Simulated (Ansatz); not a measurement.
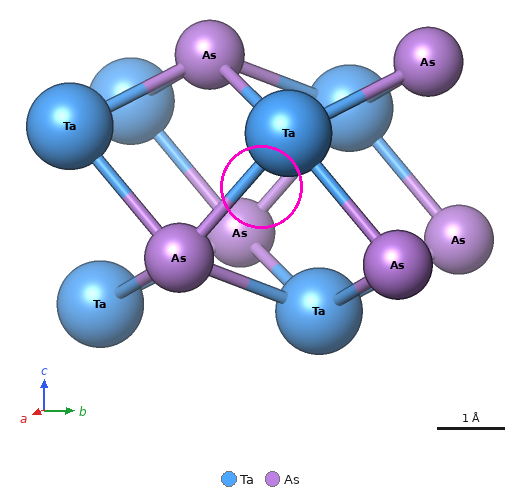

Perfect TaAs. The picture is a ball-and-stick view of the atoms within 3.8 Å of one point, seen slightly off an axis.

Level of theory: DFT PBEsol, scalar-relativistic, plane waves, PAW in Ansatz 0.2.0. Settings: plane-wave cutoff 420 eV; k-point mesh 5 × 5 × 5; occupations gaussian; smearing width 0.1 eV; no spin polarisation. The cell is small and the k-mesh coarse, so the numbers are rough. The axes drawn are those of the host's conventional cell.

An extra hydrogen atom is put between the host's atoms (an interstitial) at the ringed place, in charge state 0. The supercell has 20 sites, and the atoms are relaxed at the host's cell.

**How do the neighbours respond?**

The H atom starts with 3 As at 2.05 to 2.15 Å, 3 Ta at 2.07 to 2.25 Å around its place and ends with 3 Ta at 1.92 to 1.98 Å. Of the host's atoms, an arsenic atom moves furthest from its site, by 0.03 Å. The H atom itself moves 0.91 Å from where it was put. Relaxing the atoms from the host's sites lowers the energy by 0.80 eV. At a tolerance of 0.02 Å the relaxed supercell has space group C2.

The relaxed defect, seen from the same direction:

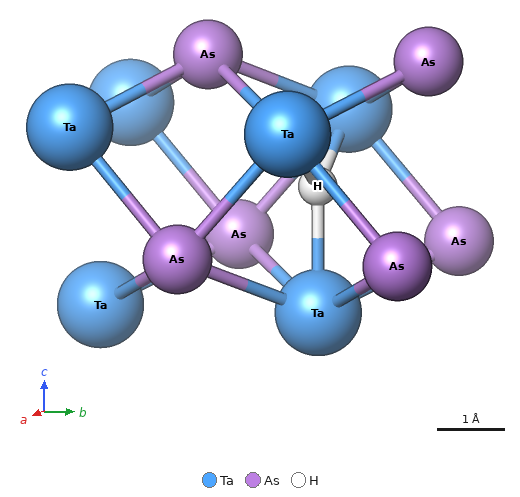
